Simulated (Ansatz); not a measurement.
## What a change does: band-structure calculation on SiO₂

System: SiO₂ (P4₂/mnm, 6 atoms in the cell).
Method of run 1: DFT, r2SCAN, plane waves, PAW, no spin polarisation (Ansatz 0.2.0).

The structure derives from an entry of the Crystallography Open Database. The geometry comes from this level: r2SCAN. Text and figures count atoms from 1; the logs count them from 0 in places.

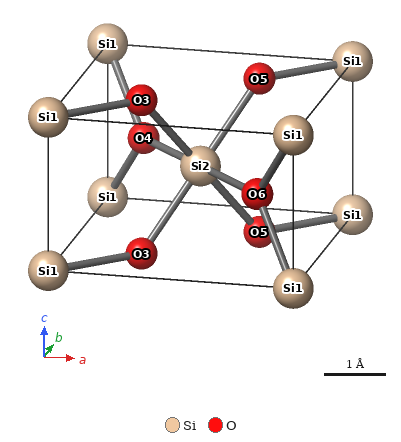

Figure 1. The structure (ball-and-stick view of the cell of the calculation, seen at an oblique angle; atoms are numbered from 1 in the order of the input).

**Input file, run 1**
```yaml
crystal:
  lattice:
    - [4.1851894808, 0.0, 0.0]
    - [0.0, 4.1851894808, 0.0]
    - [0.0, 0.0, 2.6688395721]
  atoms:
    - { symbol: Si, position: [0.0, 0.0, 0.0] }
    - { symbol: Si, position: [0.5, 0.5, 0.5] }
    - { symbol: O, position: [0.3061010378, 0.3061010378, 0.0] }
    - { symbol: O, position: [0.1938989622, 0.8061010378, 0.5] }
    - { symbol: O, position: [0.6938989622, 0.6938989622, 0.0] }
    - { symbol: O, position: [0.8061010378, 0.1938989622, 0.5] }
kpoints:
  mp_grid: { grid: [6, 6, 10] }
  band_path:
    path:
      - [0.0, 0.0, 0.0]
      - [0.0, 0.5, 0.0]
      - [0.5, 0.5, 0.0]
      - [0.0, 0.0, 0.5]
      - [0.0, 0.5, 0.5]
      - [0.5, 0.5, 0.5]
    npoints: 1
hamiltonian:
  xc: r2scan
scf:
  occupations: { method: fixed }
  n_extra_bands: 5
output:
  forces: true
  stress: true
  eigenvalues: true
```

Launched with:
```bash
ansatz run input.yaml --threads 2 --pin off --max-ram 3686MiB --backend cpu --events-out ev --progress --plain --runs-dir out
```

Hardware: 2 threads of Arm Neoverse V1, 24 GiB of memory available, shared host.

**Output, shortened to warnings, some set-up lines, iterations and results (run 1)**
```
Basis set: ecut = 500 eV, 1177 PW (Γ), exchange–correlation on 128×128×80 points (64 copies of the dense FFT grid, shifted against one another)
Symmetry: 16 space group operations
k-points: 60 of 360
Initial density: superposition of atomic densities (neutral atoms: chi_scale 0, normalization atom), corrected by the library's trained network
[...]
SCF iter   1: F=—  HF=-3559.039824 eV  |F-HF|=—  |Δ(HF+E_count)|=         —  Δρ=1.17e-2  dr2=5.83e-2  dr2_τ=5.22e-1  ethr=1.77e-3  ⟨swp⟩=5.0  Hψ=5939  notcnv=0  defer=180
SCF iter   2: F=—  HF=-3559.336157 eV  |F-HF|=—  |Δ(HF+E_count)|=   2.96e-1  Δρ=6.39e-3  dr2=7.27e-3  dr2_τ=1.51e-3  ethr=1.82e-4  ⟨swp⟩=3.0  Hψ=2941  notcnv=0  defer=180
SCF iter   3: F=—  HF=-3559.336984 eV  |F-HF|=—  |Δ(HF+E_count)|=   8.27e-4  Δρ=1.89e-3  dr2=6.29e-4  dr2_τ=1.08e-4  ethr=2.27e-5  ⟨swp⟩=3.0  Hψ=2149  notcnv=0  defer=180
SCF iter   4: F=—  HF=-3559.337039 eV  |F-HF|=—  |Δ(HF+E_count)|=   5.49e-5  Δρ=2.09e-4  dr2=1.07e-5  dr2_τ=1.35e-6  ethr=1.96e-6  ⟨swp⟩=2.5  Hψ=2133  notcnv=0  defer=180
SCF iter   5: F=—  HF=-3559.337037 eV  |F-HF|=—  |Δ(HF+E_count)|=   2.02e-6  Δρ=7.66e-5  dr2=2.27e-6  dr2_τ=1.21e-7  ethr=3.35e-8  ⟨swp⟩=2.0  Hψ=2035  notcnv=0  defer=113
SCF iter   6: F=—  HF=-3559.337037 eV  |F-HF|=—  |Δ(HF+E_count)|=   1.87e-8  Δρ=1.81e-5  dr2=1.15e-7  dr2_τ=3.41e-9  ethr=7.08e-9  ⟨swp⟩=2.3  Hψ=2028  notcnv=0  defer=113
SCF iter   7: F=-3559.337037 eV  HF=-3559.337037 eV  |F-HF|=2.33e-10  |Δ(HF+E_count)|=   1.11e-8  Δρ=1.71e-6  dr2=9.69e-10  dr2_τ=4.39e-11  ethr=3.13e-10  ⟨swp⟩=11.0  Hψ=6791 …
SCF 1 converged in 7 iterations: F = -3559.337037 eV  dr2 = 9.69e-10
NSCF: frozen V_eff on 6 k-points
SCF converged after 7 iterations
Free energy (F): -3559.337037 eV
Harris-Foulkes:  -3559.337037 eV  (|F-HF|=2.33e-10)
Internal energy: -3559.337037 eV  (E = F + TS)
E sigma→0 (E₀):  -3559.337037 eV
Fermi energy:    10.117295 eV
--- Per-component energies (eV) ---
  E_band       = 42.575817
  E_kinetic    = 820.125603
  E_local      = -1224.615630  (includes V_loc(G=0)·N_el)
  E_nonlocal   = 231.724373
  E_hartree    = 437.784227
  E_xc         = -404.026857
  E_vxc        = -533.686459  (∫ρ·V_xc dr)
  E_paw        = -1683.068643  (= ΣΔE_a)
  E_vpaw       = -158.448410  (= ΣTr[D̂ρ^β])
  E_aug_tail   = 0.004655  (compensation charges beyond the density's cutoff)
  E_vtau       = 31.904273  (kinetic-family band-sum trace: ∫τ·v_τ [+ j·A + Jᵃ·Aᵃ] dr)
  E_ewald      = -1736.984135
  E_core_change = -0.280630  (= ΣΔE_core)
  E_smearing   = -0.000000  (= −TS)
  E_closure    = 0.000000  (closes the sum)
  Σ components = -3559.337037   (vs F -3559.337037, Δ=0.00e0)
--- Forces (eV/Å), atoms counted from 1 ---
  atom   1  Si    -0.00000000     0.00000000     0.00000000
  atom   2  Si    -0.00000000     0.00000000     0.00000000
  atom   3  O     -0.00000406    -0.00000406     0.00000000
  atom   4  O      0.00000406    -0.00000406     0.00000000
  atom   5  O      0.00000406     0.00000406     0.00000000
  atom   6  O     -0.00000406     0.00000406     0.00000000
  max |Σ_I F_I| component: 1.73e-18 eV/Å
--- Stress (GPa, compression-positive) ---
        0.000923       0.000000       0.000000
        0.000000       0.000923       0.000000
        0.000000       0.000000      -0.000025
  P = ⅓ Tr σ = 0.0006 GPa (0.006 kbar)
```

The input of run 2 differs as follows (lines with − go, lines with + come):
```diff
-  xc: r2scan
+  xc: pbe
```

What does this change do to the results?

The total energies belong to different methods, so their difference says nothing on which is more stable or more accurate. The gap on the mesh goes from 6.51 to 5.56 eV. The pressure goes from 0.00 to 9.59 GPa. The largest force goes from 0.000 to 0.083 eV/Å. The functional changes from r2SCAN to PBE. The SCF takes 6 iterations against 7. The default cutoff goes from 500 to 420 eV with the change. The plane waves at Γ go from 1177 to 913. On the same kind of shared host run 2 took about 0.45 times as long.

**Output, shortened to warnings, some set-up lines, iterations and results (run 2)**
```
Basis set: ecut = 420 eV, 913 PW (Γ), exchange–correlation on 60×60×36 points (8 copies of the dense FFT grid, shifted against one another)
Symmetry: 16 space group operations
k-points: 60 of 360
Initial density: superposition of atomic densities (neutral atoms: chi_scale 0, normalization atom), corrected by the library's trained network
[...]
SCF iter   1: F=—  HF=-3546.975034 eV  |F-HF|=—  |Δ(HF+E_count)|=         —  Δρ=3.24e-3  dr2=1.81e-3  ethr=1.77e-3  ⟨swp⟩=4.5  Hψ=5811  notcnv=0  defer=180
SCF iter   2: F=—  HF=-3546.975630 eV  |F-HF|=—  |Δ(HF+E_count)|=   5.96e-4  Δρ=1.55e-3  dr2=3.72e-4  ethr=5.64e-6  ⟨swp⟩=2.0  Hψ=2760  notcnv=0  defer=180
SCF iter   3: F=—  HF=-3546.975709 eV  |F-HF|=—  |Δ(HF+E_count)|=   7.87e-5  Δρ=6.78e-4  dr2=5.77e-5  ethr=1.16e-6  ⟨swp⟩=2.0  Hψ=2041  notcnv=0  defer=180
SCF iter   4: F=—  HF=-3546.975673 eV  |F-HF|=—  |Δ(HF+E_count)|=   3.58e-5  Δρ=9.27e-5  dr2=2.28e-6  ethr=1.80e-7  ⟨swp⟩=2.1  Hψ=2112  notcnv=0  defer=164
SCF iter   5: F=—  HF=-3546.975674 eV  |F-HF|=—  |Δ(HF+E_count)|=   4.51e-7  Δρ=3.06e-5  dr2=2.90e-7  ethr=7.12e-9  ⟨swp⟩=2.0  Hψ=2110  notcnv=0  defer=168
SCF iter   6: F=-3546.975674 eV  HF=-3546.975674 eV  |F-HF|=8.76e-9  |Δ(HF+E_count)|=   7.40e-8  Δρ=6.94e-6  dr2=1.33e-8  ethr=3.13e-10  ⟨swp⟩=10.7  Hψ=6718  notcnv=0
SCF 1 converged in 6 iterations: F = -3546.975674 eV  dr2 = 1.33e-8
NSCF: frozen V_eff on 6 k-points
SCF converged after 6 iterations
Free energy (F): -3546.975674 eV
Harris-Foulkes:  -3546.975674 eV  (|F-HF|=8.76e-9)
Internal energy: -3546.975674 eV  (E = F + TS)
E sigma→0 (E₀):  -3546.975674 eV
Fermi energy:    10.527696 eV
--- Per-component energies (eV) ---
  E_band       = 65.158754
  E_kinetic    = 815.589008
  E_local      = -1221.718626  (includes V_loc(G=0)·N_el)
  E_nonlocal   = 236.601439
  E_hartree    = 433.789241
  E_xc         = -412.317234
  E_vxc        = -480.114497  (∫ρ·V_xc dr)
  E_paw        = -1661.945533  (= ΣΔE_a)
  E_vpaw       = -152.790923  (= ΣTr[D̂ρ^β])
  E_aug_tail   = 0.010166  (compensation charges beyond the density's cutoff)
  E_ewald      = -1736.984135
  E_smearing   = -0.000000  (= −TS)
  E_closure    = -0.000000  (closes the sum)
  Σ components = -3546.975674   (vs F -3546.975674, Δ=0.00e0)
--- Forces (eV/Å), atoms counted from 1 ---
  atom   1  Si    -0.00000000    -0.00000000     0.00000000
  atom   2  Si    -0.00000000     0.00000000     0.00000000
  atom   3  O     -0.05859981    -0.05859981     0.00000000
  atom   4  O      0.05859981    -0.05859981     0.00000000
  atom   5  O      0.05859981     0.05859981     0.00000000
  atom   6  O     -0.05859981     0.05859981     0.00000000
  max |Σ_I F_I| component: 2.08e-17 eV/Å
--- Stress (GPa, compression-positive) ---
        9.184036       0.000000       0.000000
        0.000000       9.184036       0.000000
        0.000000       0.000000      10.400276
  P = ⅓ Tr σ = 9.5894 GPa (95.894 kbar)
```

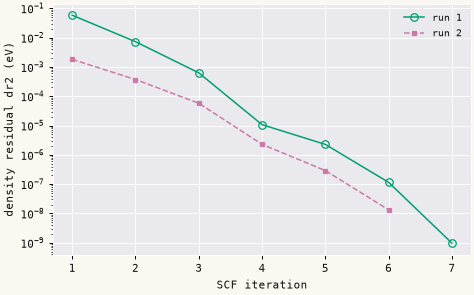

Figure 2. Convergence of the two runs: density residual dr2 against the SCF iteration. Run 1 takes 7 iterations in all, and run 2 takes 6.

**The two runs side by side**

```tsv
quantity	run 1	run 2
outcome	converged	converged
free energy per atom (eV)	−593.2228	−591.1626
gap on the mesh (eV)	6.51	5.56
pressure (GPa)	0.00	9.59
largest force (eV/Å)	0.000	0.083
SCF iterations	7	6
irreducible k-points	60	60
plane waves at Γ	1177	913
wall time (shared host)	5.2 s	2.3 s
```

For run 2: The cell is under a pressure of 9.6 GPa at this level, so it is not at its equilibrium volume.
